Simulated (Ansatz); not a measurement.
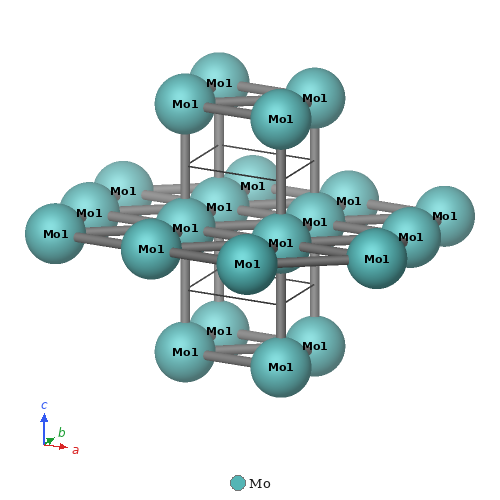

The system is Mo (P6/mmm, No. 191; 1 atom in the cell); the picture shows the reference structure. 
- The cell is strained homogeneously, by one strain along x and y and another along z, with fractional coordinates fixed (x along [1 0 0], z along [0 0 1] of the conventional cell).
- The first coordinate is: strain along x and y; the second: strain along z.
- The scan uses a 5 × 5 grid.
- Points are written as (first, second).
- Energies are in meV/atom, from the lowest grid point.
- The reference cell is the one listed in the database, not relaxed at this level.
- The calculation used Ansatz 0.2.0, DFT r2SCAN, scalar-relativistic, plane waves, PAW. Settings: cutoff 500 eV, k-mesh 18×18×18, gaussian smearing 0.15 eV, no spin polarisation.

Its coordinates:

```xyz
1
Lattice="2.7355 0.0000 0.0000 -1.3678 2.3690 0.0000 0.0000 0.0000 2.5552" Properties=species:S:1:pos:R:3 pbc="T T T"
Mo    0.0000    0.0000    1.2776
```

Range: strain along x and y from −3.0 to 3.0 %; strain along z from −3.0 to 3.0 %.

> Predict the map.

The lowest grid point is at (0.0 %, 0.0 %). The bottom of the well lies between grid points, at about (0.6 %, −0.9 %), about 2.8 meV/atom lower on the interpolated surface. No other kind of well shows on this grid. The highest grid point, (−3.0 %, −3.0 %), lies 107 meV/atom above the lowest. Round the minimum the valley is somewhat tilted: raising strain along x and y shifts the best value of strain along z downwards (coupling k₁₂/√(k₁₁k₂₂) about 0.3).

| strain along z ↓, strain along x and y → | −3.0 | −1.5 | 0.0 | 1.5 | 3.0 |
| --- | --- | --- | --- | --- | --- |
| 3.0 | 85 | 42 | 29 | 43 | 80 |
| 1.5 | 75 | 27 | 10 | 20 | 54 |
| 0.0 | 74 | 21 | 0 | 6 | 35 |
| −1.5 | 84 | 27 | 1 | 2 | 25 |
| −3.0 | 107 | 44 | 12 | 7 | 24 |

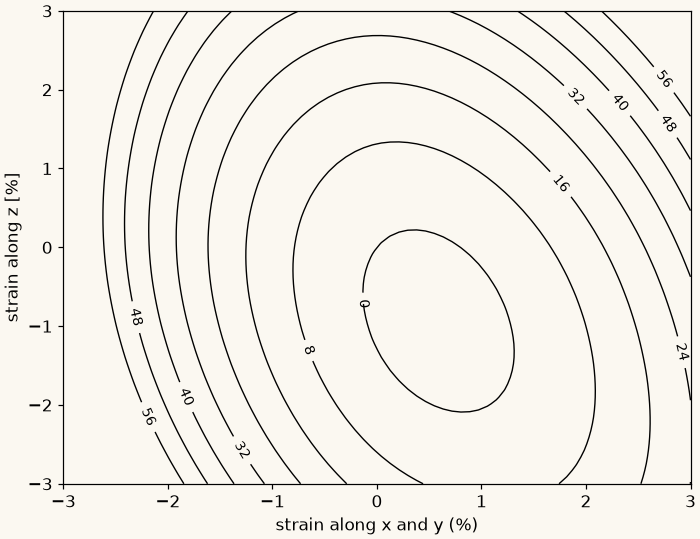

The picture shows contour lines labelled in meV/atom (none above 56). Between grid points the surface is interpolated.
